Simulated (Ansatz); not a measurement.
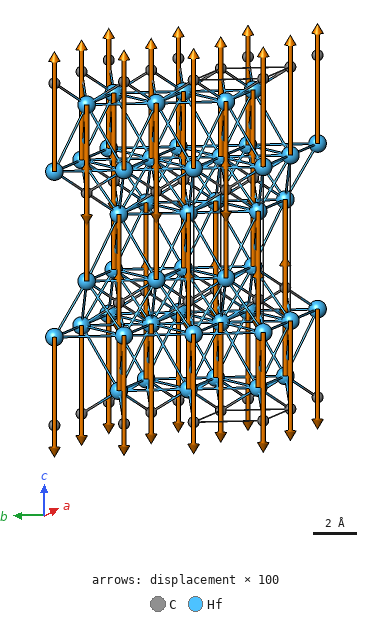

This is a relaxation of solid Hf2C (a generated structure, set up in R-3m). The starting structure is drawn; orange arrows show the displacements (the part carried along by the change of the cell is left out), magnified 100 times.

A ball-and-stick model of the conventional cell (3 times the calculation's cell), repeated 2 × 3 × 1 with one cell outlined, seen from a free direction. Lengths and directions refer to the drawn axes.

The start is a swapped structure.

Method: Ansatz 0.2.0, DFT, PAW plane waves, PBE, spin-orbit. Settings: plane-wave cutoff 420 eV; k-point mesh 6 × 6 × 6; occupations fermi dirac; smearing width 0.1 eV; spin-orbit; potentials kind: paw_fr; cell and atoms relaxed; force threshold 0.03 eV/Å; at most 40 steps.

**Atoms of which element are displaced furthest, and by how much?**

Hafnium: up to 0.058 Å, against 0.000 Å for carbon.

**What did the optimiser do to the structure, and how much energy did it gain?**

Over 6 accepted moves (8 points after the start) the energy falls by 94.3 meV per cell of the calculation. The largest force component goes from 0.3 to 0.00068 eV/Å. Pressure: −5.89 GPa at the start and 0.00 GPa at the end. At 2 points the geometry stayed and the basis and grid were re-selected for the new cell (energy shift of 2.3 meV per cell of the calculation at most each time). The largest moves relative to the cell, 0.058 Å, are those of Hf atoms. C stays in place. The drawn cell changes as follows: a = b 3.324 → 3.287 Å (−1.1 %), c 16.471 → 15.814 Å (−4.0 %); the volume changes by −6.1 %. Near-neighbour distances that change, for instance: Hf–Hf 3.567 → 3.358 Å, Hf–Hf 3.324 → 3.287 Å, C–Hf 2.286 → 2.273 Å. The space group stays R-3m (No. 166).
